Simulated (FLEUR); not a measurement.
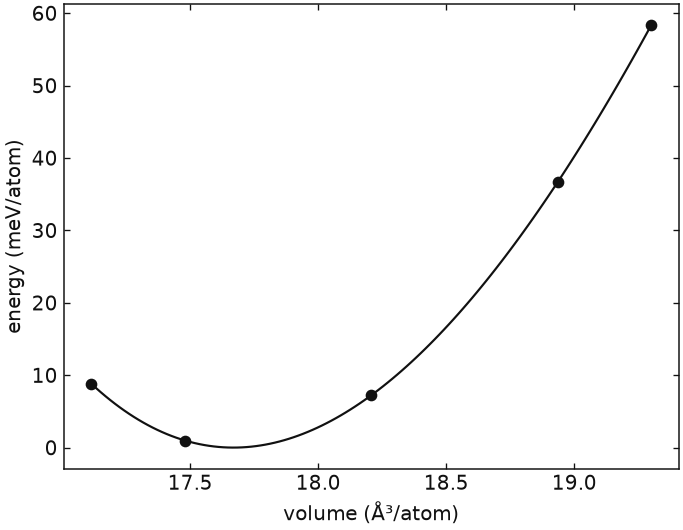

Calculation (FLEUR MaX-R8.1 (later development tree)): all-electron LAPW DFT, no spin polarisation; energies at scaled volumes of the given cell, shape and fractions fixed, counted from the fit's minimum, third-order Birch-Murnaghan fit. Level: r2SCAN.

k mesh 11×11×11; occupations Fermi–Dirac; smearing width 0.05 eV; potentials all electron; program settings basis FLAPW, kmax 4.1 1/bohr.

Cell as given: a = 2.870 Å, b = 2.870 Å, c = 2.870 Å, α = 109.47°, β = 109.47°, γ = 109.47°; 1 atom.

**Figure.** Energy against volume for Au, space group Im-3m (No. 229).

A third-order Birch–Murnaghan fit gives V0 = 17.67 Å³/atom, B0 = 151 GPa and B′ = 5.7. The energy is 8.81 meV/atom at volume 17.11 Å³/atom and 58.31 meV/atom at 19.30 Å³/atom; the lowest computed point is at volume 17.48 Å³/atom (0.96 meV/atom).

Caveats: spin-orbit coupling left out, heavy elements.
